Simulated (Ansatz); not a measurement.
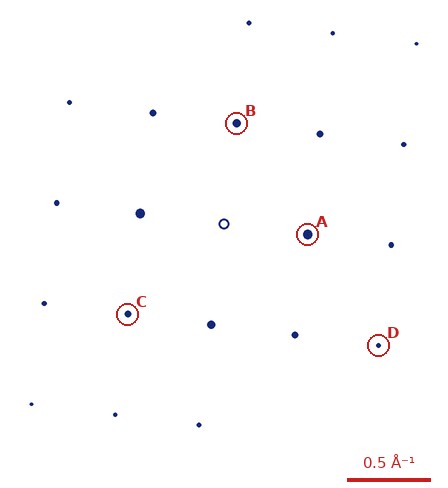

Computed electron diffraction pattern, 200 kV, single scattering only, B = 1 Å². The zone axis points towards the electron source and the pattern is seen from the source side.

The sample is MoS₂, space group Cmcm (No. 63), a = 3.275 Å, b = 17.124 Å, c = 3.939 Å. Structure: the geometry relaxed with DFT PBE, scalar-relativistic, plane waves, PAW in Ansatz; the starting structure was generated, so it need not be a known form of this composition.

Spot A is indexed 0 0 -2 and spot B -2 0 0.

Give hkl for C, D.

C = −A − B = 2 0 2 (d = 1.259 Å). D = 2A − B = 2 0 -4 (d = 0.844 Å).

Give [uvw].

The cross product of A and B is parallel to [010]; every spot obeys hu + kv + lw = 0.

What are the spacings of A and B and the angle between them?

d(A) = 1.970 Å, d(B) = 1.637 Å, and the angle is 90.0°.
